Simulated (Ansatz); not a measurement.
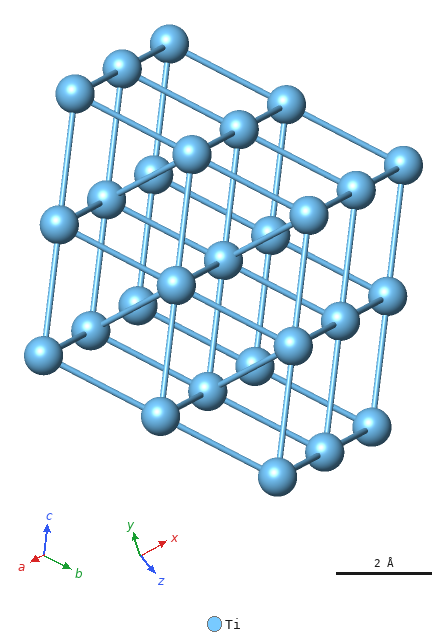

A scan of crystalline Ti (Im-3m): the cell is strained along x alone, with the atoms kept at their fractional coordinates. x, y and z are the Cartesian axes of the input. The picture shows the reference cell. The picture is a ball-and-stick view of the cell of the calculation, repeated 2 × 2 × 2 with one cell outlined, seen slightly off an axis.

Level of theory: DFT PBE, scalar-relativistic, plane waves, PAW in Ansatz. Settings: plane-wave cutoff 420 eV; k-point mesh 26 × 26 × 26; occupations gaussian; smearing width 0.15 eV; no spin polarisation. Energies (free energies at the smearing named) are counted from the relaxed crystal.

```
Ti
1.0
    -1.62775    1.62775    1.62775
     1.62775   -1.62775    1.62775
     1.62775    1.62775   -1.62775
Ti
1
Cartesian
  0.0000 0.0000 0.0000
```

Question: Give the energy at each point (the strain: −0.1000, −0.0750, −0.0500, −0.0250, 0.0000, 0.0250, 0.0500, 0.0750, 0.0875, 0.1000).

Answer:
| strain | ΔE (meV/atom) |
| --- | --- |
| −0.1000 | 57.8 |
| −0.0750 | 31.1 |
| −0.0500 | 13.5 |
| −0.0250 | 3.4 |
| 0.0000 | 0.0 |
| 0.0250 | 2.7 |
| 0.0500 | 10.8 |
| 0.0750 | 23.4 |
| 0.0875 | 31.3 |
| 0.1000 | 40.1 |

Of the computed points the lowest is at the strain 0.00, 0.0 meV/atom. The end points stand at 57.8 meV/atom (−0.10) and 40.1 meV/atom (0.10). The distortion takes the space group from Im-3m to I4/mmm. At the strain −0.10 the cell of the drawing goes a 2.819 → 2.729 Å, b 2.819 → 2.729 Å, c 2.819 → 2.729 Å, α 109.5° → 115.1°, β 109.5° → 106.8°, γ 109.5° → 106.8°.
